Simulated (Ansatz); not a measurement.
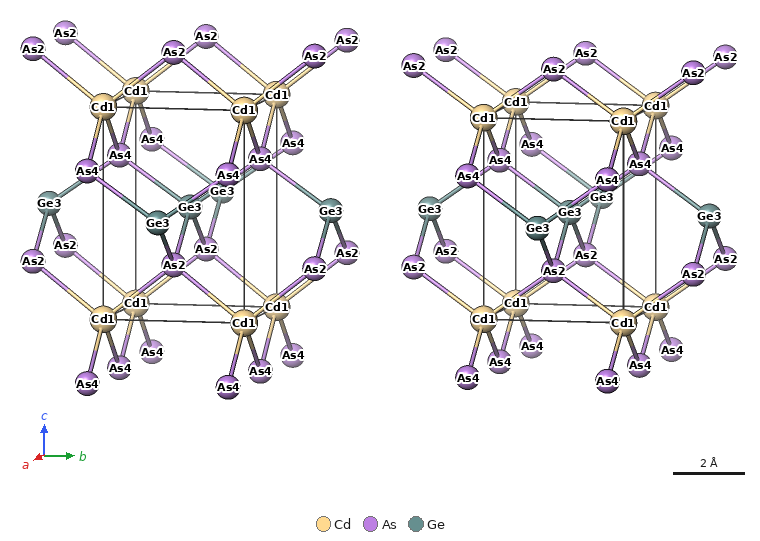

Two geometries of solid CdGeAs₂ (a generated structure, set up in P-4m2), drawn at one scale. One is the start of a relaxation, the other its converged end. Style: ball-and-stick. Shown: the cell of the calculation, slightly off an axis.

The calculation used Ansatz 0.2.0, DFT, PBEsol, plane waves, PAW. Settings: plane-wave cutoff 420 eV; k-point mesh 6 × 6 × 4; occupations fermi dirac; smearing width 0.03 eV; no spin polarisation; cell and atoms relaxed; force threshold 0.01 eV/Å; at most 120 steps.

### Which one is relaxed?

The left one is the relaxed one. The largest moves relative to the cell, 0.088 Å, are those of As2 and As4. As4 goes along −c. Cd and Ge stay in place. The drawn cell changes as follows: a = b 4.050 → 4.079 Å (+0.7 %), c 5.728 → 6.040 Å (+5.4 %); the volume changes by +7.0 %. Some distances before and after: Cd1–As2 2.480 → 2.591 Å, As2–Ge3 2.480 → 2.486 Å. Bond angles that change, for instance: Cd1–As4–Cd1 109.5° → 103.8°, As2–Cd1–As2 109.5° → 103.8°, As2–Cd1–As4 109.5° → 112.4°. The space group stays P-4m2 (No. 115). The energy falls by 0.184 eV per cell of the calculation in 5 accepted moves (7 points after the start). Largest force component: 0.98 eV/Å at the start, 0.00047 eV/Å at the end. Pressure: 5.14 GPa at the start and 0.00 GPa at the end. At 2 points the geometry stayed and the basis and grid were re-selected for the new cell (energy shift of 1.3 meV per cell of the calculation at most each time).
